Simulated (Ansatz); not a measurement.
System: rocksalt KCl, space group Fm-3m (No. 225), 2 atoms in the primitive cell, relaxed with r2SCAN; unstrained, cubic a = 6.290 Å. The cell is strained along x with the other two lengths held; symmetry fixes the atoms. Points keep the names of the unstrained cell; those that the strain makes unlike carry their directions on the cubic axes x, y, z. Ansatz 0.2.0; PBE, Ansatz PAW set, no spin polarisation, no spin-orbit coupling, 8×8×8 k mesh, 420 eV cutoff.

At 0 % the lowest conduction levels at the points plotted lie 5.19 eV (Γ), 6.53 eV (X [010]/[001]) and 6.53 eV (X [100]) above the valence top at Γ.

How does each level move from 0 % to +5.73 %?

Γ falls by 0.20 eV, X [010]/[001] stays within 0.01 eV and X [100] rises by 0.08 eV. Unstrained, the X points are equivalent. At +5.73 % the lowest conduction level is 6.54 eV at X [010]/[001] and 6.61 eV at X [100] above the valence top, a splitting of 0.07 eV, or 13 meV for each 1 % of strain on average. The lowest is the one at Γ, over the whole range, so among these points the gap stays direct.

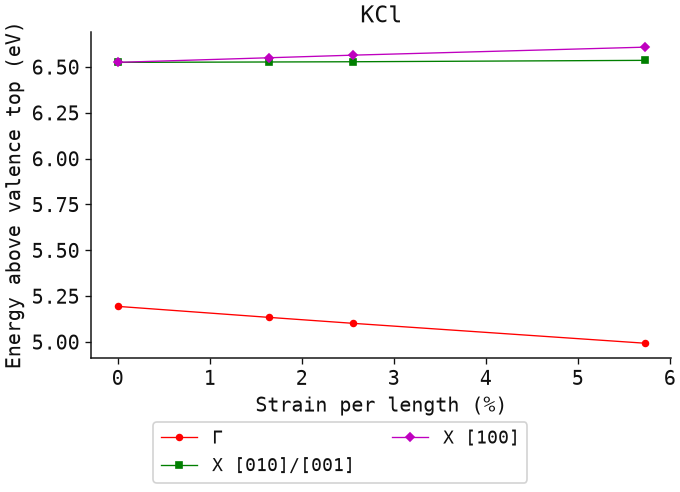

Lowest conduction level at each named k point, counted from the valence-band top at Γ.

| strain | Γ (eV) | X [010]/[001] (eV) | X [100] (eV) |
| --- | --- | --- | --- |
| 0 % | 5.19 | 6.53 | 6.53 |
| +1.64 % | 5.13 | 6.53 | 6.55 |
| +2.56 % | 5.10 | 6.53 | 6.56 |
| +5.73 % | 4.99 | 6.54 | 6.61 |

The strain splits the threefold valence top at Γ, and levels count from its highest part. LDA, GGA and most meta-GGA functionals understate gaps. The usual form of KCl is rocksalt.
